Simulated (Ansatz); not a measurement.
Fermi surface of Lu (Im-3m) from first principles.

Input

```yaml
crystal:
  lattice:
    - [-1.95410711, 1.95410711, 1.95410711]
    - [1.95410711, -1.95410711, 1.95410711]
    - [1.95410711, 1.95410711, -1.95410711]
  atoms:
    - { symbol: Lu, position: [0.0, 0.0, 0.0], spin: 1.0 }
basis:
  ecutwfc: 420
kpoints:
  mp_grid: { grid: [14, 14, 14] }
hamiltonian:
  xc: lda
scf:
  occupations: { method: gaussian, width: 0.05 }
output:
  forces: true
  eigenvalues: true
  eigenstates:
    nscf_kmesh: { grid: [34, 34, 34] }
    top_band: c6
    de_dk: true
    localisation: false
  stress: true
  populations: true
checkpoint:
  write: ck
  compress: false
  write_wavefunctions: false
  write_every: 100000
magnetization:
  spin_polarized: true
```

Command:

```sh
ansatz run input.yaml --threads 1 --pin off --max-ram 3072MiB --backend cpu --events-out ev --progress --plain --runs-dir out
```

The calculation used DFT LDA, scalar-relativistic, plane waves, PAW; levels and slopes on a dense k mesh at the converged density (Ansatz 0.2.0). Started with collinear moments, which vanished: the result is non-magnetic and both spins have the same bands. The levels come from a k mesh of 34×34×34 points. Unrelaxed database geometry (residual pressure −5 GPa). The cell comes from a database of computed structures, not from a measurement.

Two bands cross the Fermi level; this is a three-dimensional metal. The density of states at the Fermi level is 2.4 states/eV per primitive cell. The intraband plasma frequency is 4.4 eV in all directions.

Band 13: an open network that joins neighbouring zones in all directions (the band is filled at H and empty at Γ and N); mean Fermi speed 3.0 × 10⁵ m/s.
Band 14: two electron pockets centred at P (each 3.4 % of the zone); mean Fermi speed 2.7 × 10⁵ m/s.
A pocket cut by a face of the zone is counted once with the part on the opposite face.

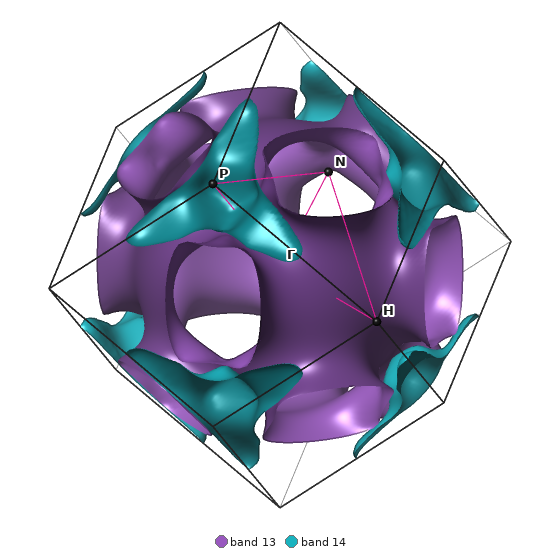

Each colour is one band. The brighter face of a sheet looks towards empty states.

Spin-orbit coupling is left out; with Lu it can split, shift or remove sheets. Necks and pockets thinner than about two mesh steps aren't resolved, so separate pockets may in truth be joined.

Time for the whole run: 39 s on 1 thread of Arm Neoverse V2 (shared host), peak memory 0.72 GiB.
